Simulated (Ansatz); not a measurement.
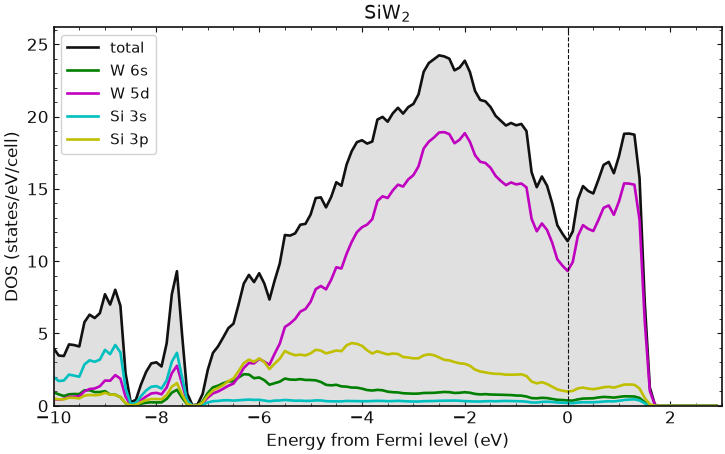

Density of states. Energies are counted from the Fermi level. The partial curves are projected on Löwdin-orthogonalised atomic shells.

System: SiW₂ (amorphous cell), 24 atoms in the cell.

```xyz
24
Lattice="7.3586 -0.2402 -0.2775 -0.2341 7.2951 -0.0232 -0.2849 -0.0307 7.1249" Properties=species:S:1:pos:R:3 pbc="T T T"
W     5.5225    0.8706    0.0329
W     1.6528    4.2247    2.9825
W     2.8723    1.5621    3.1866
W     0.0068    3.9927    5.6868
W     6.8262    5.6600    0.3964
W     5.2264    1.9606    4.8103
W     4.0671    4.3550    1.5191
W     5.3163    7.0357    2.4016
W     0.2643    1.8988    3.9341
W     2.5898    3.3509    5.6640
W     3.7975    5.9767    6.5061
W     6.0131    6.4357    4.9126
W     1.3957    6.2234    5.1153
W     6.3827    4.4903    3.0821
W     0.5163    1.2078    6.4765
W     7.1159    2.8417    0.9618
Si    2.2863    2.5387    0.9521
Si    5.1680    2.2376    2.3639
Si    2.8116    6.4464    2.6915
Si    4.0649    4.7599    4.1630
Si    3.0216    0.8835    5.7041
Si    1.8613    5.0921    0.3778
Si    5.0619    3.7587    6.5022
Si    0.7892    0.5482    1.8541
```

Level of theory: DFT PBE, scalar-relativistic, plane waves, PAW, no spin polarisation, 5×5×5 k mesh, 420 eV cutoff; code Ansatz 0.2.0.

Metal or insulator, and how many states lie at the Fermi level?

Answer. It is a metal. The density of states at the Fermi level is about 12 per eV and cell (mean within 0.25 eV), or 0.52 per atom.

Which states dominate at the Fermi level?

Answer. By projected weight, the states within 0.3 eV of the Fermi level are W 5d (85 %).

Spin-orbit coupling is left out, which matters for W.
